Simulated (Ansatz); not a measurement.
The compound is BN (space group Pm-3m, No. 221), taken as the input geometry of an electronic-structure calculation (not necessarily at equilibrium); the starting structure was generated, so it need not be a known form of this composition.

```
CELL_PARAMETERS angstrom
2.31480 0.00000 0.00000
0.00000 2.31480 0.00000
0.00000 0.00000 2.31480
ATOMIC_POSITIONS crystal
B 0.00000 0.00000 0.00000
N 0.50000 0.50000 0.50000
```

Bonds are taken as B–N below 2.3 Å; no other contact counts. Simplification: prune 0- and 1-connected atoms, fold 2-connected ones into links.

Derive the underlying net.

The result is a uninodal 8-connected, three-periodic net: B and N are 8-connected nodes. It is the bcu net, known from CsCl and the body-centred cubic metals. It is a single net, without interpenetration.

```tsv
node	links	point symbol	coordination sequence
B and N	8	4²⁴·6⁴	8 26 56 98 152 218
```

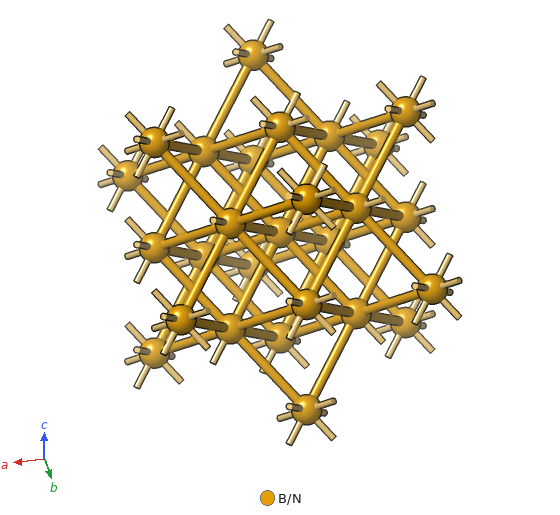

Nodes are coloured by topological kind. Edges to nodes outside the piece are drawn as stubs.
